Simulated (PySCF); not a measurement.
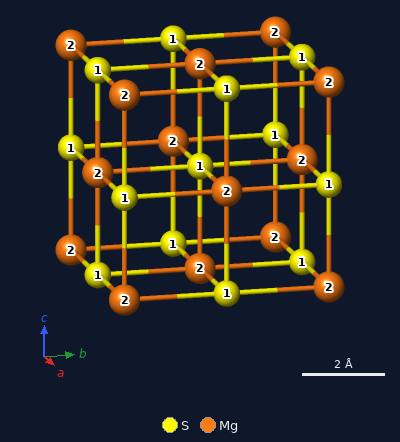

*The structure (ball-and-stick view of the cell 4 times as large as that of the calculation, set on its symmetry axes, seen slightly off an axis; atoms are numbered from 1 in the order of the input). An atom can appear more than once, as a periodic image.*

## MgS: mp2 calculation

The run: mp2 calculation of MgS (Fm-3m, 2 atoms in the cell). Method and program: Hartree-Fock of a periodic cell in Gaussian orbitals, HF, DZVP-MOLOPT-SR/GTH-PADE, MP2, no spin polarisation (PySCF 2.14.0).

The structure derives from an entry of the Crystallography Open Database.

Output
```
Discarded 0 diffused primitive functions, 0 contracted functions

PySCF version 2.14.0

[INPUT] verbose = 4
[INPUT] num. atoms = 2
[INPUT] num. electrons = 16
[INPUT] charge = 0
[INPUT] spin (= nelec alpha-beta = 2S) = 0
[INPUT] symmetry False subgroup None
[INPUT] Mole.unit = angstrom
[INPUT] Symbol           X                Y                Z      unit          X                Y                Z       unit  Magmom
[INPUT]  1 S      2.601650000000   2.601650000000   2.601650000000 AA    4.916405971975   4.916405971975   4.916405971975 Bohr   0.0
[INPUT]  2 Mg     0.000000000000   0.000000000000   0.000000000000 AA    0.000000000000   0.000000000000   0.000000000000 Bohr   0.0

nuclear repulsion = -38.3567382637341
number of shells = 5
number of NR pGTOs = 64
number of NR cGTOs = 22
basis = {'Mg': 'DZVP-MOLOPT-SR-GTH-q10', 'S': 'DZVP-MOLOPT-SR-GTH-q6'}
ecp = {}
lattice vectors  a1 [0.000000000, 4.916405972, 4.916405972]
                 a2 [4.916405972, 0.000000000, 4.916405972]
                 a3 [4.916405972, 4.916405972, 0.000000000]
dimension = 3
low_dim_ft_type = None
Cell volume = 237.669
exp_to_discard = 0.02
rcut = 29.927093760901222 (nimgs = [6 6 6])
precision = 1e-08
pseudo = {'Mg': 'GTH-PADE-q10', 'S': 'GTH-PADE-q6'}
ke_cutoff = 400
    = [65 65 65] mesh (274625 PWs)

******** <class 'pyscf.pbc.scf.khf.KRHF'> ********
method = KRHF
initial guess = minao
damping factor = 0
level_shift factor = 0
DIIS = <class 'pyscf.scf.diis.CDIIS'>
diis_start_cycle = 1
diis_space = 8
diis_damp = 0
SCF conv_tol = 1e-08
SCF conv_tol_grad = None
SCF max_cycles = 60
direct_scf = True
direct_scf_tol = 1e-13

******** PBC SCF flags ********
N kpts = 8
Exchange divergence treatment (exxdiv) = ewald
    madelung (= occupied orbital energy shift) = 0.23314094179005954
    Total energy shift due to Ewald probe charge = -1/2 * Nelec*madelung = -1.86512753432
DF object = <pyscf.pbc.df.df.GDF object>
Set gradient conv threshold to 0.0001

******** <class 'pyscf.pbc.df.rsdf_builder._RSNucBuilder'> ********
mesh = [11 11 11] (1331 PWs)
ke_cutoff = 10.208085031351267
omega = 0.4050861899678792
exclude_d_aux = False
exclude_dd_block = True
j2c_eig_always = False
has_long_range = True
init E= -73.2524829050015
  HOMO = 0.24086059254  LUMO = 0.344931610713  gap/eV = 2.83192
cycle= 1 E= -73.1408903098221  delta_E= 0.112  |g|= 0.538  |ddm|= 7.04
  HOMO = 0.103352454436  LUMO = 0.507782744295  gap/eV = 11.00511
cycle= 2 E= -73.1592190108001  delta_E= -0.0183  |g|= 0.114  |ddm|= 1.05
  HOMO = 0.0993772933512  LUMO = 0.514286980825  gap/eV = 11.29027
cycle= 3 E= -73.1601891092451  delta_E= -0.00097  |g|= 0.00915  |ddm|= 0.357
  HOMO = 0.1009815843  LUMO = 0.51472003278  gap/eV = 11.25840
cycle= 4 E= -73.1601938836173  delta_E= -4.77e-06  |g|= 0.00127  |ddm|= 0.0289
  HOMO = 0.100862505805  LUMO = 0.514752498262  gap/eV = 11.26252
cycle= 5 E= -73.1601939824637  delta_E= -9.88e-08  |g|= 0.00011  |ddm|= 0.00384
  HOMO = 0.100869186991  LUMO = 0.514757279372  gap/eV = 11.26247
cycle= 6 E= -73.1601939832144  delta_E= -7.51e-10  |g|= 1.01e-05  |ddm|= 0.000287
  HOMO = 0.100869008033  LUMO = 0.514756854293  gap/eV = 11.26246
```

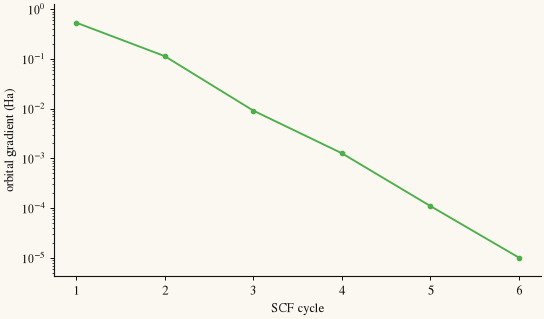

*Convergence of the self-consistent field: orbital gradient against the SCF cycle.*

The residual falls at every step.

```
Extra cycle  E= -73.1601939832212  delta_E= -6.81e-12  |g|= 2.42e-06  |ddm|= 2.68e-05
converged SCF energy = -73.1601939832212
fit functions by k pair: [215]
levels (eV)
k  0.0000  0.0000  0.0000   -92.383 -51.263 -51.263 -51.263 -14.122 2.745 2.745 2.745 15.590 26.712 26.712 26.712 29.251
k -0.0000 -0.0000  0.5000   -92.380 -51.270 -51.263 -51.263 -12.334 -2.937 2.099 2.099 16.728 19.350 19.350 23.134 32.288
k  0.0000  0.5000 -0.0000   -92.380 -51.270 -51.263 -51.263 -12.334 -2.937 2.099 2.099 16.728 19.350 19.350 23.134 32.288
k  0.0000  0.5000  0.5000   -92.382 -51.271 -51.266 -51.266 -11.744 -2.278 0.698 0.698 14.007 25.753 26.813 27.126 27.126
k  0.5000  0.0000  0.0000   -92.380 -51.270 -51.263 -51.263 -12.334 -2.937 2.099 2.099 16.728 19.350 19.350 23.134 32.288
k  0.5000  0.0000  0.5000   -92.382 -51.271 -51.266 -51.266 -11.744 -2.278 0.698 0.698 14.007 25.753 26.813 27.126 27.126
k  0.5000  0.5000  0.0000   -92.382 -51.271 -51.266 -51.266 -11.744 -2.278 0.698 0.698 14.007 25.753 26.813 27.126 27.126
k  0.5000  0.5000  0.5000   -92.380 -51.270 -51.263 -51.263 -12.334 -2.937 2.099 2.099 16.728 19.350 19.350 23.134 32.288
Mulliken charges [-1.29025  1.29025]

******** <class 'pyscf.pbc.mp.kmp2.KMP2'> ********
nkpts = 8
nocc = 8
nmo = 22
with_df_ints = True
E(KMP2) = -73.3305074502628  E_corr = -0.17031346704159
E(SCS-KMP2) = -73.3223386977037  E_corr = -0.162144714482511
E_corr(same-spin) = -0.0487285915008429
E_corr(oppo-spin) = -0.121584875540748
```

This output came from the following input.

The input
```python
import json
import numpy as np
from pyscf.pbc import gto, scf, dft, df
from pyscf.pbc.tools import pyscf_ase
import spglib
from ase import Atoms
from ase.io import read

conv = read('MgS.cif')
a, x, z = spglib.find_primitive((conv.cell[:], conv.get_scaled_positions(), conv.numbers), symprec=1e-4)
atoms = Atoms(z, cell=a, scaled_positions=x, pbc=True)
cell = pyscf_ase.cell_from_ase(atoms)
cell.basis = {'Mg': 'DZVP-MOLOPT-SR-GTH-q10', 'S': 'DZVP-MOLOPT-SR-GTH-q6'}
cell.pseudo = {'Mg': 'GTH-PADE-q10', 'S': 'GTH-PADE-q6'}
cell.ke_cutoff = 400  # hartree
cell.exp_to_discard = 0.02
cell.precision = 1e-08
cell.max_memory = 5040  # MB
cell.verbose = 4
cell.build()

res = {}
kpts = cell.make_kpts([2, 2, 2])
mf = scf.KRHF(cell, kpts, exxdiv='ewald')
mf = mf.density_fit()
mf.with_df._cderi = 'cderi.h5'  # three-centre integrals saved by an earlier run on this cell, basis and mesh
mf.conv_tol = 1e-08
mf.max_cycle = 60

mf.kernel()
res.update(converged=bool(mf.converged), e_tot=mf.e_tot, nelec=cell.nelectron, nao=cell.nao, mesh=list(map(int, cell.mesh)), a=cell.lattice_vectors().tolist(), coords=cell.atom_coords().tolist(),
           mo_energy=[np.real(x).tolist() for x in mf.mo_energy], mo_occ=[np.real(x).tolist() for x in mf.mo_occ])
import h5py
print('fit functions by k pair:', sorted({v['0'].shape[0] for v in h5py.File(mf.with_df._cderi)['j3c'].values()}))
res.update(kpts=cell.get_scaled_kpts(kpts).tolist())
res['parts'] = {k: float(np.real(v)) for k, v in mf.scf_summary.items() if np.isscalar(v)}
json.dump(res, open('results.json', 'w'))
if not mf.converged:
    raise SystemExit('SCF not converged')

print('levels (eV)')
for i, kp in enumerate(res['kpts'][:40]):
    print('k %7.4f %7.4f %7.4f  ' % tuple(kp), ' '.join('%.3f' % (x * 27.211386) for x in res['mo_energy'][i][:13]))

# Mulliken populations
dm, s = np.asarray(mf.make_rdm1()), np.asarray(mf.get_ovlp())
sites = cell.aoslice_by_atom()[:, 2:]
tot = np.einsum('kij,kji->i', dm, s).real / len(kpts)
res['mulliken'] = [cell.atom_charge(i) - tot[a0:a1].sum() for i, (a0, a1) in enumerate(sites)]
print('Mulliken charges', np.round(res['mulliken'], 5))

from pyscf.pbc import mp
pt = mp.KMP2(mf)
pt.kernel(with_t2=False)
res.update(e_corr=pt.e_corr, e_ss=getattr(pt, 'e_corr_ss', None), e_os=getattr(pt, 'e_corr_os', None))
res['done'] = True
json.dump(res, open('results.json', 'w'))
```

File MgS.cif
```
data_MgS
_cell_length_a 5.20330000
_cell_length_b 5.20330000
_cell_length_c 5.20330000
_cell_angle_alpha 90.00000000
_cell_angle_beta 90.00000000
_cell_angle_gamma 90.00000000
_space_group_name_H-M_alt 'Fm-3m'
_space_group_name_Hall '-F 4 2 3'
_space_group_IT_number 225
loop_
_space_group_symop_operation_xyz
'x,y,z'
'-x,-y,-z'
'-y,x,z'
'y,-x,-z'
'-x,-y,z'
'x,y,-z'
'y,-x,z'
'-y,x,-z'
'x,-y,-z'
'-x,y,z'
'-y,-x,-z'
'y,x,z'
'-x,y,-z'
'x,-y,z'
'y,x,-z'
'-y,-x,z'
'z,x,y'
'-z,-x,-y'
'z,-y,x'
'-z,y,-x'
'z,-x,-y'
'-z,x,y'
'z,y,-x'
'-z,-y,x'
'-z,x,-y'
'z,-x,y'
'-z,-y,-x'
'z,y,x'
'-z,-x,y'
'z,x,-y'
'-z,y,x'
'z,-y,-x'
'y,z,x'
'-y,-z,-x'
'x,z,-y'
'-x,-z,y'
'-y,z,-x'
'y,-z,x'
'-x,z,y'
'x,-z,-y'
'-y,-z,x'
'y,z,-x'
'-x,-z,-y'
'x,z,y'
'y,-z,-x'
'-y,z,x'
'x,-z,y'
'-x,z,-y'
'x,y+1/2,z+1/2'
'-x,-y+1/2,-z+1/2'
'-y,x+1/2,z+1/2'
'y,-x+1/2,-z+1/2'
'-x,-y+1/2,z+1/2'
'x,y+1/2,-z+1/2'
'y,-x+1/2,z+1/2'
'-y,x+1/2,-z+1/2'
'x,-y+1/2,-z+1/2'
'-x,y+1/2,z+1/2'
'-y,-x+1/2,-z+1/2'
'y,x+1/2,z+1/2'
'-x,y+1/2,-z+1/2'
'x,-y+1/2,z+1/2'
'y,x+1/2,-z+1/2'
'-y,-x+1/2,z+1/2'
'z,x+1/2,y+1/2'
'-z,-x+1/2,-y+1/2'
'z,-y+1/2,x+1/2'
'-z,y+1/2,-x+1/2'
'z,-x+1/2,-y+1/2'
'-z,x+1/2,y+1/2'
'z,y+1/2,-x+1/2'
'-z,-y+1/2,x+1/2'
'-z,x+1/2,-y+1/2'
'z,-x+1/2,y+1/2'
'-z,-y+1/2,-x+1/2'
'z,y+1/2,x+1/2'
'-z,-x+1/2,y+1/2'
'z,x+1/2,-y+1/2'
'-z,y+1/2,x+1/2'
'z,-y+1/2,-x+1/2'
'y,z+1/2,x+1/2'
'-y,-z+1/2,-x+1/2'
'x,z+1/2,-y+1/2'
'-x,-z+1/2,y+1/2'
'-y,z+1/2,-x+1/2'
'y,-z+1/2,x+1/2'
'-x,z+1/2,y+1/2'
'x,-z+1/2,-y+1/2'
'-y,-z+1/2,x+1/2'
'y,z+1/2,-x+1/2'
'-x,-z+1/2,-y+1/2'
'x,z+1/2,y+1/2'
'y,-z+1/2,-x+1/2'
'-y,z+1/2,x+1/2'
'x,-z+1/2,y+1/2'
'-x,z+1/2,-y+1/2'
'x+1/2,y,z+1/2'
'-x+1/2,-y,-z+1/2'
'-y+1/2,x,z+1/2'
'y+1/2,-x,-z+1/2'
'-x+1/2,-y,z+1/2'
'x+1/2,y,-z+1/2'
'y+1/2,-x,z+1/2'
'-y+1/2,x,-z+1/2'
'x+1/2,-y,-z+1/2'
'-x+1/2,y,z+1/2'
'-y+1/2,-x,-z+1/2'
'y+1/2,x,z+1/2'
'-x+1/2,y,-z+1/2'
'x+1/2,-y,z+1/2'
'y+1/2,x,-z+1/2'
'-y+1/2,-x,z+1/2'
'z+1/2,x,y+1/2'
'-z+1/2,-x,-y+1/2'
'z+1/2,-y,x+1/2'
'-z+1/2,y,-x+1/2'
'z+1/2,-x,-y+1/2'
'-z+1/2,x,y+1/2'
'z+1/2,y,-x+1/2'
'-z+1/2,-y,x+1/2'
'-z+1/2,x,-y+1/2'
'z+1/2,-x,y+1/2'
'-z+1/2,-y,-x+1/2'
'z+1/2,y,x+1/2'
'-z+1/2,-x,y+1/2'
'z+1/2,x,-y+1/2'
'-z+1/2,y,x+1/2'
'z+1/2,-y,-x+1/2'
'y+1/2,z,x+1/2'
'-y+1/2,-z,-x+1/2'
'x+1/2,z,-y+1/2'
'-x+1/2,-z,y+1/2'
'-y+1/2,z,-x+1/2'
'y+1/2,-z,x+1/2'
'-x+1/2,z,y+1/2'
'x+1/2,-z,-y+1/2'
'-y+1/2,-z,x+1/2'
'y+1/2,z,-x+1/2'
'-x+1/2,-z,-y+1/2'
'x+1/2,z,y+1/2'
'y+1/2,-z,-x+1/2'
'-y+1/2,z,x+1/2'
'x+1/2,-z,y+1/2'
'-x+1/2,z,-y+1/2'
'x+1/2,y+1/2,z'
'-x+1/2,-y+1/2,-z'
'-y+1/2,x+1/2,z'
'y+1/2,-x+1/2,-z'
'-x+1/2,-y+1/2,z'
'x+1/2,y+1/2,-z'
'y+1/2,-x+1/2,z'
'-y+1/2,x+1/2,-z'
'x+1/2,-y+1/2,-z'
'-x+1/2,y+1/2,z'
'-y+1/2,-x+1/2,-z'
'y+1/2,x+1/2,z'
'-x+1/2,y+1/2,-z'
'x+1/2,-y+1/2,z'
'y+1/2,x+1/2,-z'
'-y+1/2,-x+1/2,z'
'z+1/2,x+1/2,y'
'-z+1/2,-x+1/2,-y'
'z+1/2,-y+1/2,x'
'-z+1/2,y+1/2,-x'
'z+1/2,-x+1/2,-y'
'-z+1/2,x+1/2,y'
'z+1/2,y+1/2,-x'
'-z+1/2,-y+1/2,x'
'-z+1/2,x+1/2,-y'
'z+1/2,-x+1/2,y'
'-z+1/2,-y+1/2,-x'
'z+1/2,y+1/2,x'
'-z+1/2,-x+1/2,y'
'z+1/2,x+1/2,-y'
'-z+1/2,y+1/2,x'
'z+1/2,-y+1/2,-x'
'y+1/2,z+1/2,x'
'-y+1/2,-z+1/2,-x'
'x+1/2,z+1/2,-y'
'-x+1/2,-z+1/2,y'
'-y+1/2,z+1/2,-x'
'y+1/2,-z+1/2,x'
'-x+1/2,z+1/2,y'
'x+1/2,-z+1/2,-y'
'-y+1/2,-z+1/2,x'
'y+1/2,z+1/2,-x'
'-x+1/2,-z+1/2,-y'
'x+1/2,z+1/2,y'
'y+1/2,-z+1/2,-x'
'-y+1/2,z+1/2,x'
'x+1/2,-z+1/2,y'
'-x+1/2,z+1/2,-y'
loop_
_atom_site_label
_atom_site_type_symbol
_atom_site_symmetry_multiplicity
_atom_site_Wyckoff_symbol
_atom_site_fract_x
_atom_site_fract_y
_atom_site_fract_z
_atom_site_occupancy
S1 S 4 b 0.5000000000 0.0000000000 0.0000000000 1
Mg1 Mg 4 a 0.0000000000 0.0000000000 0.0000000000 1
```

Command:
```bash
OMP_NUM_THREADS=4 python -u run.py > log
```

Summary

| quantity | value |
| --- | --- |
| outcome | converged |
| space group (tolerance 0.01 Å) | Fm-3m (225) |
| electrons treated | 16 |
| free energy | −1990.7903 eV |
| total energy | −1990.7903 eV |
| Fermi energy | 2.745 eV |
| gap on the k-point mesh | 11.26 eV |
| hardware | 4 threads of Arm Neoverse N1, 24 GiB of memory available, shared host |
| wall time | 6.7 s (CPU time 14 s) |
| peak memory | 0.17 GiB |

Notes

Points of doubt noted for this run: coarse mesh; mesh coarse for exact exchange; small mesh and basis. So coarse a mesh can miss the band edges, so the true gap of this method can be much smaller, or zero. The k-point mesh is coarse for a cell of this size, so the results may not be converged.
